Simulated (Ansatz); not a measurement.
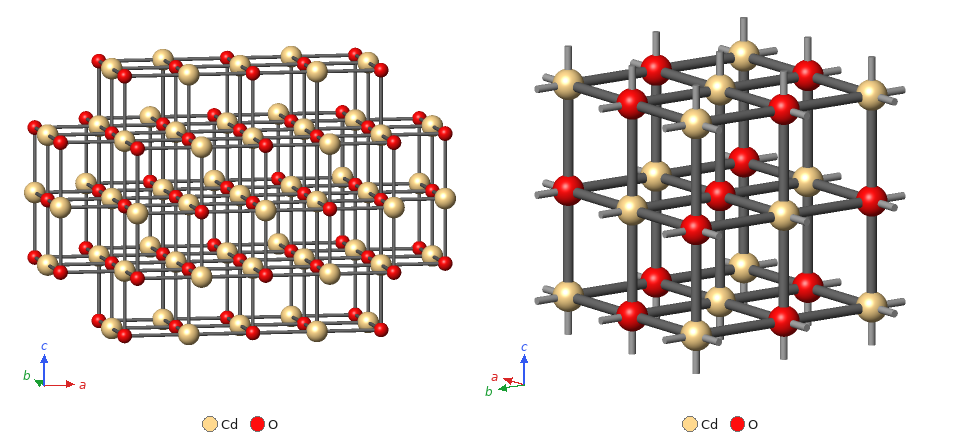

Left: the structure. Right: its underlying net. Nodes are coloured by element. Edges to nodes outside the piece are drawn as stubs.

System CdO (space group Fm-3m, No. 225); source of the atomic positions: the end point of a relaxation with DFT, HSE06, plane waves, PAW in Ansatz.

Bonds are taken as Cd–O below 2.6 Å. The graph is simplified in the usual way: terminal and isolated atoms are pruned, two-connected atoms become edges.

The result is a uninodal 6-connected, three-periodic net: Cd and O are 6-connected nodes. It is the pcu net, known from NaCl, ReO3 and the B-X framework of perovskite. It is a single net, without interpenetration.

```json
{"node": "Cd and O", "links": "6", "point symbol": "4^12.6^3", "coordination sequence": "6 18 38 66"}
```
